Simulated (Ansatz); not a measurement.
Here is a crystal structure:

```xyz
3
Lattice="3.1835 -0.2388 0.0000 -1.7985 2.8764 0.0000 0.0000 0.0000 16.9506" Properties=species:S:1:pos:R:3 pbc="T T T"
W    -0.1379    1.8380    8.4753
S     1.5228    0.7996    6.9158
S     1.5228    0.7996   10.0348
```

Q: Describe what this structure looks like.

A: Its composition is WS2. The cell has 3 atoms, namely 1 W, 2 S. With all contacts inside bonding distance counted, the coordination numbers are W 8 and S 3. Not all metal-metal contacts are counted.

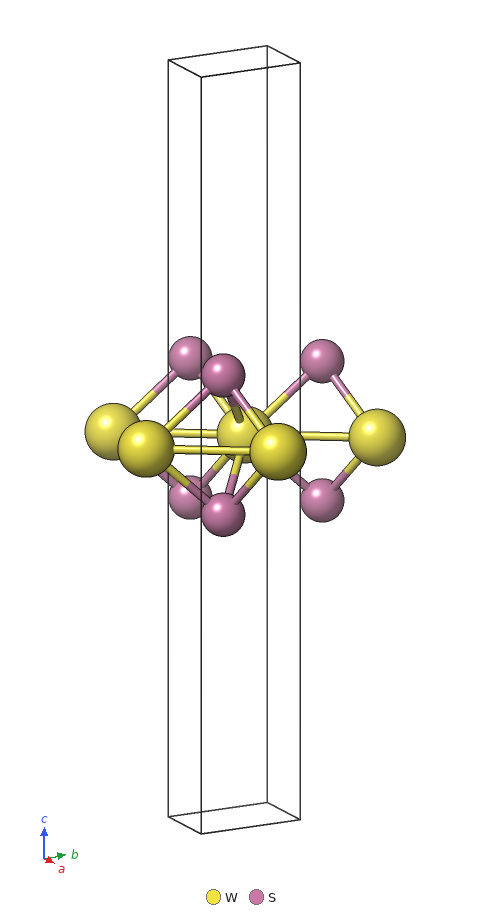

The structure above is drawn in ball-and-stick style and viewed slightly off an axis. The simulation cell is outlined; an atom on or near a face, edge or corner is repeated at each equivalent position. Bonded atoms from the next cells complete the picture.

The cell started as a structure listed in the Materials Project. The cell was then strained or its atoms displaced on purpose. An electronic-structure calculation with Ansatz was run on it.

At this level of theory the run's own cell isn't at rest (forces up to 1.1 eV/Å), so its distances can differ from those at equilibrium, the more so the softer the solid.
